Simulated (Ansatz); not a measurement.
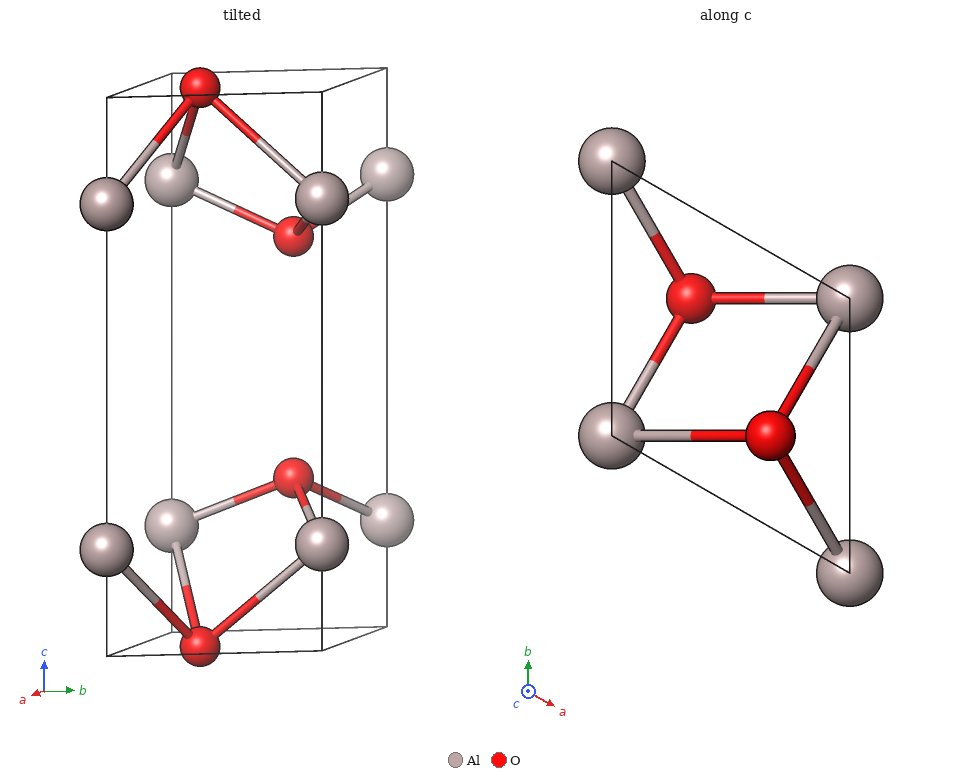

View slightly off an axis and along the c axis, drawn as a ball-and-stick model. The lines enclose the conventional unit cell; boundary atoms appear with their images.

Al$_{2}$O$_{3}$, space group P-6m2 (No. 187), a = 2.87 Å, b = 2.87 Å, c = 7.30 Å, α = 90.00°, β = 90.00°, γ = 120.00°.

Electronic-structure method: DFT PBE+D3(BJ), scalar-relativistic, plane waves, PAW (Ansatz 0.2.0). Parameters: a basis cut at 420 eV, k-mesh 12×12×4, Gaussian smearing of 0.05 eV, no spin polarisation.

Classify it as metallic or gapped, with the value.

Answer. An insulator at this level, with a gap of 4.57 eV on the k-mesh (the true edges may lie between mesh points, so the gap can be somewhat smaller).

How far is the cell from zero pressure?

Answer. The computed pressure is 0.0 GPa, close to zero.

Its origin is a structure listed in the Materials Project. Earlier steps of the study may have refined or changed the cell and positions. A calculation with Ansatz used it as input.
